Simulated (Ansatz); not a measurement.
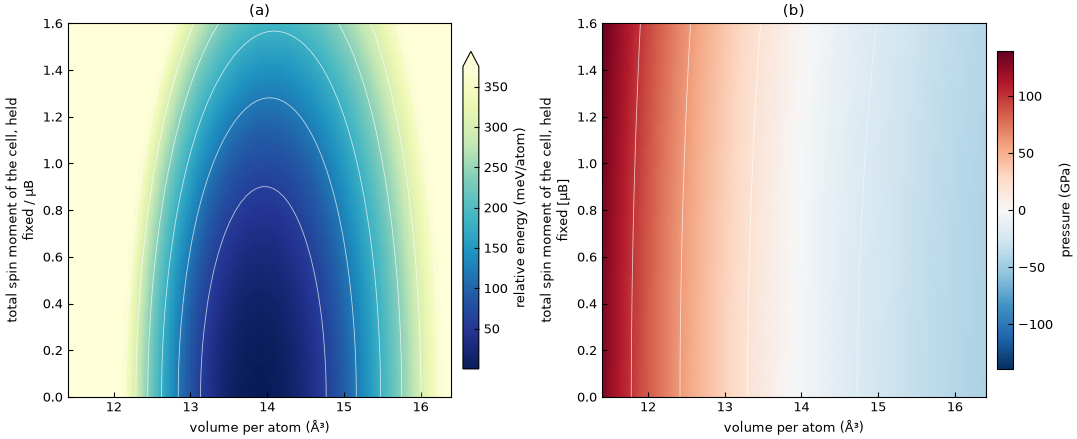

Ir (P6_3/mmc, No. 194; 2 atoms in the cell). The energy is mapped over volume and a fixed ferromagnetic moment. The first coordinate is: volume per atom; the second: total spin moment of the cell, held fixed. Nothing is relaxed (shape and fractional coordinates fixed). The scan uses a 7 × 9 grid. Points are written as (first, second). Energies: meV/atom, counted from the lowest grid point. The moment is held fixed and parallel; antiferromagnetic orders weren't tried. Theory: Ansatz, DFT LDA, scalar-relativistic, plane waves, PAW. Settings: cutoff 420 eV, k-mesh 21×21×12 in the order of the run's cell vectors, gaussian smearing 0.15 eV.

Panel (a) is the energy and panel (b) the computed pressure on the same grid.

The picture shows a smooth colour map with a few white contour lines, one colour for all values above the top of the scale. Between grid points the surface is interpolated.

### How does the pressure vary over the map, and what is it at the lowest grid point?

It runs from −43 GPa at (16.40 Å³, 0.0 μB) to 139 GPa at (11.40 Å³, 1.6 μB). At the lowest grid point, (13.90 Å³, 0.0 μB), it is 0 GPa. That point lies on the edge of the scan.

PAW datasets: the set soft_1.
